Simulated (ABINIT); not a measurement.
## Run report: FeO, hubbard response calculation (part 2 of 3)

Continued. System: FeO (4 atoms in the cell). Method: Kohn-Sham DFT of a periodic cell, PBEsol, DFT+U, Ansatz PAW PBE default generated set, frozen core, spin-polarised (ABINIT 10.8.3); cutoff 435.38 eV, 4×4×2 k-mesh, fermi-dirac of 0.05 eV, collinear spins. The structure derives from a Materials Project entry.

Geometry of the input (Å; fractional positions):
```
3.0459  0.0000  0.0000
0.0000  3.0459  0.0000
0.0000  0.0000  5.4642
Fe 0.5000  0.0000  0.5000
Fe 0.0000  0.5000  0.0000
O  0.5000  0.5000  0.2500
O  0.5000  0.5000  0.7500
```

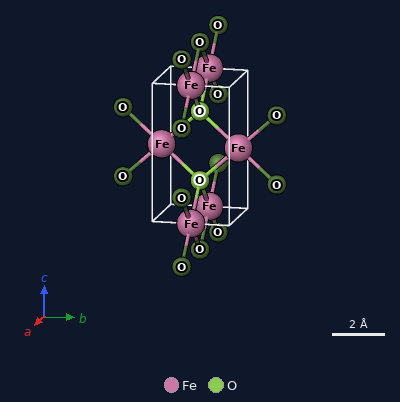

The structure (ball-and-stick view of the cell of the calculation, seen slightly off an axis; neighbours outside the cell are drawn fainter). An atom can appear more than once, as a periodic image.

### Output, continued
```
 ------------------------------------------------------------------------------------------------------------
  Sum:                21.188997    21.207755     42.396752    -0.018758
 Total magnetization (from the atomic spheres):               -0.018758
 Total magnetization (exact up - dn):                         -0.018766

 ---------- DFT+U DATA ---------------------------------------------------

 ====== For Atom     1, occupations for correlated orbitals. lpawu =   2

 Atom   1. Occ. for lpawu and for spin  1 =   4.72291
 Atom   1. Occ. for lpawu and for spin  2 =   1.32483
 => On atom   1,  local Mag. for lpawu is       -3.398076

 == Occupation matrix for correlated orbitals:

 Occupation matrix for spin  1
     0.96273    0.00000    0.00000    0.00000   -0.00000
     0.00000    0.92532    0.00000    0.00000   -0.00000
     0.00000    0.00000    0.95530    0.00000    0.02456
     0.00000    0.00000    0.00000    0.96239    0.00000
    -0.00000   -0.00000    0.02456    0.00000    0.91717

 Occupation matrix for spin  2
     0.14229   -0.00000   -0.00000   -0.00000    0.00000
    -0.00000    0.24761    0.00000   -0.00000   -0.00000
    -0.00000    0.00000    0.20651    0.00000   -0.17972
    -0.00000   -0.00000    0.00000    0.23723    0.00000
     0.00000   -0.00000   -0.17972    0.00000    0.49119

 ====== For Atom     2, occupations for correlated orbitals. lpawu =   2

 Atom   2. Occ. for lpawu and for spin  1 =   1.30827
 Atom   2. Occ. for lpawu and for spin  2 =   4.72285
 => On atom   2,  local Mag. for lpawu is        3.414586

 == Occupation matrix for correlated orbitals:

 Occupation matrix for spin  1
     0.14079   -0.00000    0.00000    0.00000    0.00000
    -0.00000    0.23011   -0.00000    0.00000    0.00000
     0.00000   -0.00000    0.20175    0.00000    0.18155
     0.00000    0.00000    0.00000    0.24717    0.00000
     0.00000    0.00000    0.18155    0.00000    0.48844

 Occupation matrix for spin  2
     0.96246   -0.00000    0.00000    0.00000    0.00000
    -0.00000    0.96227    0.00000    0.00000   -0.00000
     0.00000    0.00000    0.95508    0.00000   -0.02458
     0.00000    0.00000    0.00000    0.92616   -0.00000
     0.00000   -0.00000   -0.02458   -0.00000    0.91689

 ---------- calculate U, (J) start ----------

 All pawujat  ok and equal to   1
 macro_uj=1 and nspden=2: standard determination of Hubbard U-parameter

*********************************************************************
************************  Linear Response U  ************************

 Info printed for perturbed atom:    1

  Perturbations           Occupations
 --------------- -----------------------------
    alpha [eV]     Unscreened      Screened
 --------------- -----------------------------
   0.0000000000   6.0324921071   6.0324921071
  -0.1000000000   6.0775689354   6.0477392876

                    Scalar response functions:
                    Chi0 [eV^-1]:     -1.00171
                    Chi [eV^-1]:      -0.15247

 The scalar U from the two-point regression scheme is   5.56029 eV.
*********************************************************************
*********************************************************************
Note: For more reliable linear regressions of the response
matrices, it is advised that you have more than two points.
See the LRUJ protocol for more information.

 URES      ii    nat       r_max    U(J)[eV]   U_ASA[eV]   U_inf[eV]
 URES       1      2     6.57430     2.91489     2.80871     2.64460
 URES       2     16    13.14850     5.15284     4.96513     4.67503
 URES       3     54    19.72280     5.13862     4.95143     4.66213
 URES       4    128    26.29710     6.84915     6.59965     6.21404
 URES       5    250    32.87140     4.59111     4.42387     4.16539

 ---------- calculate U, (J) end --------------

================================================================================

 ----iterations are completed or convergence reached----

 Mean square residual over all n,k,spin=   14.511E-13; max=  15.327E-10
 reduced coordinates (array xred) for    4 atoms
       0.500000000000      0.000000000000      0.500000000000
       0.000000000000      0.500000000000      0.000000000000
       0.500000000000      0.500000000000      0.250000000000
       0.500000000000      0.500000000000      0.750000000000
 rms dE/dt=  6.6393E-04; max dE/dt=  1.6263E-03; dE/dt below (all hartree)
    1      -0.000000538144     -0.000000509919     -0.000001207889
    2      -0.000002986941     -0.000000580148     -0.000001058969
    3       0.000001174526      0.000000006611      0.001626292623
    4       0.000001173315      0.000000008150     -0.001626275202

 cartesian coordinates (angstrom) at end:
    1      1.52294600005464     0.00000000000000     2.73210575165745
    2      0.00000000000000     1.52294600005464     0.00000000000000
    3      1.52294600005464     1.52294600005464     1.36605287582872
    4      1.52294600005464     1.52294600005464     4.09815862748617

 cartesian forces (hartree/bohr) at end:
    1      0.00000004236226     0.00000004188607     0.00000006251582
    2      0.00000046780332     0.00000005408737     0.00000004809377
    3     -0.00000025518793    -0.00000004785301    -0.00015755147488
    4     -0.00000025497765    -0.00000004812043     0.00015744086529
 frms,max,avg= 6.4297784E-05 1.5755147E-04   5.113E-08  4.670E-08  5.446E-08 h/b

 cartesian forces (eV/Angstrom) at end:
    1      0.00000217835485     0.00000215386854     0.00000321469280
    2      0.00002405541384     0.00000278128415     0.00000247308085
    3     -0.00001312229099    -0.00000246070089    -0.00810162257754
    4     -0.00001311147770    -0.00000247445180     0.00809593480389
 frms,max,avg= 3.3063250E-03 8.1016226E-03   2.629E-06  2.402E-06  2.801E-06 e/A
 length scales=  1.000000000000  1.000000000000  1.000000000000 bohr
              =  0.529177210544  0.529177210544  0.529177210544 angstroms
 Fermi (or HOMO) energy (hartree) =   0.20323   Average Vxc (hartree)=  -0.39957
 Magnetization (Bohr magneton)=  1.87664555E-02
 Total spin up =  2.19906168E+01   Total spin down =  2.20093832E+01
 Eigenvalues (hartree) for nkpt=  20  k points, SPIN UP:
 kpt#   1, nband= 28, wtk=  0.03125, kpt=  0.0000  0.0000  0.0000 (reduced coord)
  -3.08223   -2.94476   -1.84597   -1.84480   -1.82453   -1.70487   -1.70462   -1.70231
  -0.51722   -0.48017   -0.08763   -0.00989    0.01806    0.06138    0.06736    0.06824
   0.07246    0.08850    0.09050    0.10673    0.12907    0.17668    0.20616    0.22835
   0.24961    0.25068    0.28812    0.37467
      occupation numbers for kpt#   1
   1.00000    1.00000    1.00000    1.00000    1.00000    1.00000    1.00000    1.00000
   1.00000    1.00000    1.00000    1.00000    1.00000    1.00000    1.00000    1.00000
   1.00000    1.00000    1.00000    1.00000    1.00000    1.00000    0.16872    0.00000
   0.00000    0.00000    0.00000    0.00000
 prteigrs : prtvol=0 or 1, do not print more k-points.

 Eigenvalues (hartree) for nkpt=  20  k points, SPIN DOWN:
 kpt#   1, nband= 28, wtk=  0.03125, kpt=  0.0000  0.0000  0.0000 (reduced coord)
  -3.08705   -2.94089   -1.85048   -1.84964   -1.82927   -1.70121   -1.70085   -1.69843
  -0.51723   -0.48018   -0.08768   -0.01003    0.01789    0.06078    0.06749    0.06806
   0.07188    0.08850    0.08999    0.10598    0.12941    0.17617    0.20567    0.22812
   0.24925    0.25021    0.28811    0.37452
      occupation numbers for kpt#   1
   1.00000    1.00000    1.00000    1.00000    1.00000    1.00000    1.00000    1.00000
   1.00000    1.00000    1.00000    1.00000    1.00000    1.00000    1.00000    1.00000
   1.00000    1.00000    1.00000    1.00000    1.00000    1.00000    0.20935    0.00000
   0.00000    0.00000    0.00000    0.00000
 prteigrs : prtvol=0 or 1, do not print more k-points.

--- !EnergyTerms
iteration_state     : {dtset: 1, }
comment             : Components of total free energy in Hartree
kinetic             :  3.75944406916424E+01
hartree             :  9.12446237039279E+01
xc                  : -1.35879561291899E+01
Ewald energy        : -1.69884035869354E+02
psp_core            :  7.57668344367847E+00
local_psp           : -2.31724566164516E+02
PAW spherical_terms : -2.08130628731831E+00
internal            : -2.80862116611129E+02
'-kT*entropy'       : -1.06706287356456E-03
total_energy        : -2.80863183674003E+02
total_energy_eV     : -7.64267657322920E+03
...

--- !EnergyTermsDC
iteration_state     : {dtset: 1, }
comment             : '"Double-counting" decomposition of free energy'
band_energy         : -3.37689625725327E+01
Ewald energy        : -1.69884035869354E+02
psp_core            :  7.57668344367847E+00
xc_dc               : -8.73282239625182E+01
PAW spherical_terms :  2.52019722872498E+00
internal            : -2.80884341732002E+02
'-kT*entropy'       : -1.06706287356456E-03
total_energy_dc     : -2.80885408794875E+02
total_energy_dc_eV  : -7.64328134957762E+03
...

--- !EnergyTermsWithPAWCore
iteration_state     : {dtset: 1, }
comment             : 'Components of total free energy, including PAW core contributions'
Total energy        : -2.67466600352045E+03
Total energy DC     : -2.67468822864132E+03
Total energy (eV)   : -7.27813697007892E+04
Total energy DC (eV): -7.27819744771376E+04
...

 Cartesian components of stress tensor (hartree/bohr^3)
  sigma(1 1)=  5.85994017E-04  sigma(3 2)=  1.45560437E-11
  sigma(2 2)=  5.84708885E-04  sigma(3 1)=  8.22520801E-14
  sigma(3 3)=  7.20375841E-04  sigma(2 1)= -1.07076118E-12

-Cartesian components of stress tensor (GPa)         [Pressure= -1.8546E+01 GPa]
- sigma(1 1)=  1.72405392E+01  sigma(3 2)=  4.28253590E-07
- sigma(2 2)=  1.72027293E+01  sigma(3 1)=  2.41993974E-09
- sigma(3 3)=  2.11941890E+01  sigma(2 1)= -3.15028816E-08

================================================================================
== DATASET  2 ==================================================================

--- !DatasetInfo
iteration_state: {dtset: 2, }
dimensions: {natom: 4, nkpt: 20, mband: 28, nsppol: 2, nspinor: 1, nspden: 2, mpw: 1056, }
cutoff_energies: {ecut:  16.0, pawecutdg:  32.0, }
electrons: {nelect:   4.40000000E+01, charge:   0.00000000E+00, occopt:   3.00000000E+00, tsmear:   1.83747000E-03, }
meta: {optdriver: 0, ionmov: 0, optcell: 0, iscf: 17, paral_kgb: 0, }
...

 Real(R)+Recip(G) space primitive vectors, cartesian coordinates (Bohr,Bohr^-1):
 R(1)=  5.7559017  0.0000000  0.0000000  G(1)=  0.1737347  0.0000000  0.0000000
 R(2)=  0.0000000  5.7559017  0.0000000  G(2)=  0.0000000  0.1737347  0.0000000
 R(3)=  0.0000000  0.0000000 10.3258632  G(3)=  0.0000000  0.0000000  0.0968442
 Unit cell volume ucvol=  3.4210002E+02 bohr^3
 Angles (23,13,12)=  9.00000000E+01  9.00000000E+01  9.00000000E+01 degrees

 Coarse grid specifications (used for wave-functions):

 getcut: wavevector=  0.0000  0.0000  0.0000  ngfft=  24  24  40
         ecut(hartree)=     16.000   => boxcut(ratio)=   2.15134

 Fine grid specifications (used for densities):

 getcut: wavevector=  0.0000  0.0000  0.0000  ngfft=  30  30  54
         ecut(hartree)=     32.000   => boxcut(ratio)=   2.04676
--------------------------------------------------------------------------------

-inwffil : will read wavefunctions from disk file runi_DS2_WFK

 ******************************************
 DFT+U Method used: FLL
 ******************************************

================================================================================

--- !BeginCycle
iteration_state: {dtset: 2, }
solver: {iscf: 17, nstep: 120, nline: 4, wfoptalg: 10, }
tolerances: {tolvrs: 1.00E-09, }
...

     iter   Etot(hartree)      deltaE(h)  residm     nres2   difmagsph maxmagsph
 ETOT  1  -280.84122319469    -2.808E+02 3.005E-06 2.396E-01 3.477E+00 3.477E+00
 ETOT  2  -280.84525416676    -4.031E-03 8.740E-05 5.333E+00 3.451E-01 3.585E+00
 ETOT  3  -280.84101488459     4.239E-03 1.013E-03 1.676E-02 2.974E-01 3.429E+00
 ETOT  4  -280.84107008879    -5.520E-05 4.429E-05 1.152E-03 1.958E-02 3.416E+00
 ETOT  5  -280.84106964223     4.466E-07 9.429E-07 5.590E-04 3.199E-03 3.413E+00
 ETOT  6  -280.84107031761    -6.754E-07 3.208E-07 2.118E-04 1.077E-03 3.414E+00
 ETOT  7  -280.84107033921    -2.160E-08 1.113E-07 4.782E-05 6.820E-04 3.414E+00
 ETOT  8  -280.84107044565    -1.064E-07 2.954E-08 8.479E-05 9.911E-04 3.415E+00
 ETOT  9  -280.84107048320    -3.755E-08 3.715E-08 5.565E-06 7.211E-04 3.414E+00
 ETOT 10  -280.84107053077    -4.757E-08 3.951E-08 1.123E-05 3.009E-04 3.414E+00
 ETOT 11  -280.84107058171    -5.094E-08 8.598E-09 1.158E-06 3.540E-04 3.414E+00
 ETOT 12  -280.84107061121    -2.950E-08 9.723E-09 3.061E-06 2.404E-04 3.414E+00
 ETOT 13  -280.84107062933    -1.811E-08 2.667E-09 2.638E-06 4.799E-05 3.414E+00
 ETOT 14  -280.84107063983    -1.050E-08 2.413E-09 6.255E-07 2.808E-04 3.414E+00
 ETOT 15  -280.84107064219    -2.364E-09 1.180E-09 6.825E-08 7.991E-05 3.414E+00
 ETOT 16  -280.84107064602    -3.830E-09 7.178E-10 2.885E-07 7.869E-05 3.414E+00
 ETOT 17  -280.84107064688    -8.598E-10 4.041E-10 3.664E-08 3.850E-05 3.414E+00
 ETOT 18  -280.84107064712    -2.429E-10 2.358E-10 4.895E-09 3.022E-05 3.414E+00
 ETOT 19  -280.84107064720    -7.759E-11 1.813E-10 1.668E-08 1.086E-05 3.414E+00
 ETOT 20  -280.84107064720     3.411E-12 8.656E-11 1.058E-10 1.381E-05 3.414E+00

 At SCF step   20       nres2   =  1.06E-10 < tolvrs=  1.00E-09 =>converged.

 Cartesian components of stress tensor (hartree/bohr^3)
  sigma(1 1)=  5.74344302E-04  sigma(3 2)=  7.48168640E-12
  sigma(2 2)=  5.76068061E-04  sigma(3 1)=  3.71436613E-12
  sigma(3 3)=  7.09552692E-04  sigma(2 1)= -1.22107800E-11
```
